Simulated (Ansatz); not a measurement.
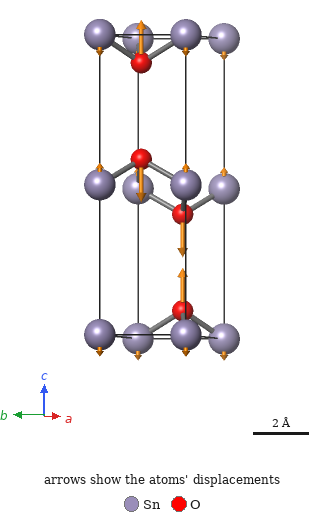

One vibrational mode of crystalline SnO2 at the zone centre. The orange arrows give the relative displacements of the atoms. Style: ball-and-stick. Shown: the cell of the calculation, from a free direction.

The calculation used Ansatz, DFT r2SCAN, scalar-relativistic, plane waves, PAW.

Input file:
```yaml
crystal:
  lattice:
    - [3.1886189635, 0.0, 0.0]
    - [-1.5943094818, 2.7614250254, 0.0]
    - [0.0, 0.0, 11.109415483]
  atoms:
    - { symbol: Sn, position: [0.0, 0.0, 0.5] }
    - { symbol: Sn, position: [0.0, 0.0, 0.0] }
    - { symbol: O, position: [0.6666666667, 0.3333333333, 0.4107672637] }
    - { symbol: O, position: [0.6666666667, 0.3333333333, 0.0892327363] }
    - { symbol: O, position: [0.3333333333, 0.6666666667, 0.5892327363] }
    - { symbol: O, position: [0.3333333333, 0.6666666667, 0.9107672637] }
basis:
  ecutwfc: 500
kpoints:
  mp_grid: { grid: [12, 12, 2] }
hamiltonian:
  xc: r2scan
scf:
  occupations: { method: gaussian, width: 0.05 }
output:
  eigenvalues: true
phonons:
  method: fd
  supercell: [1, 1, 1]
  amplitude: 0.02
  eigenvectors: true
  dielectric: false
```

Run as
```bash
ansatz run input.yaml --threads 2 --pin off --max-ram 5120MiB --backend cpu --events-out ev --progress --plain --runs-dir out
```

Frequencies are those without the non-analytic (LO–TO) term.

Describe the mode and give its frequency.

Answer. This is the B₂u mode at 16.9 THz, the highest optical level, silent by symmetry (neither infrared- nor Raman-active). All motion is along c; atoms of one kind move against one another, with no net shift of any sublattice; the kinetic energy is shared as O 79 %, Sn 21 %.

Limits of the set-up: layers or molecules are held without a dispersion correction, so their spacing is unreliable.
